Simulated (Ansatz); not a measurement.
GaN

```yaml
crystal:
  lattice:
    - [2.25410, -2.25410, 0.00000]
    - [2.25410, 2.25410, 0.00000]
    - [0.00000, 0.00000, 3.83197]
  atoms:
    - { symbol: Ga, position: [0.00000, 0.00000, 0.00000] }
    - { symbol: Ga, position: [0.50000, 0.50000, 0.50000] }
    - { symbol: N, position: [0.50000, 0.50000, 0.00000] }
    - { symbol: N, position: [0.00000, 0.00000, 0.50000] }
```

Space group I4/mmm; a structure from a database of computed crystals, not necessarily the ambient phase.

Computed with DFT r2SCAN, scalar-relativistic, plane waves, PAW in Ansatz 0.2.0.

**What will maps of the valence pseudo-density and electron localisation function show?**

Ga–N (1.92 Å): the density is about 0.77 e/Å³ at the midpoint; the ELF peaks at about 0.80 in the valence shell of N, 0.6 Å from its nucleus, and is about 0.45 at the midpoint.

**Does the calculation make it a metal, or give it a gap?**

It is gapped, with a Kohn–Sham gap of 0.54 eV on the k-point mesh (the band edges may lie off the mesh, which would make the gap smaller).

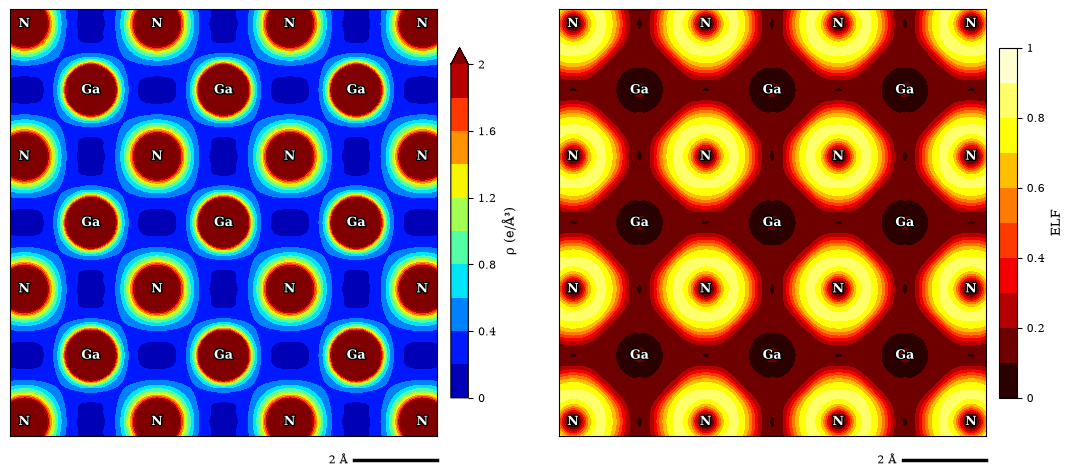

Computed valence pseudo-density and electron localisation function on the (001) plane of the conventional cell, in this order. 

Core electrons are frozen (PAW), and the valence fields are smoothed inside the atomic spheres.
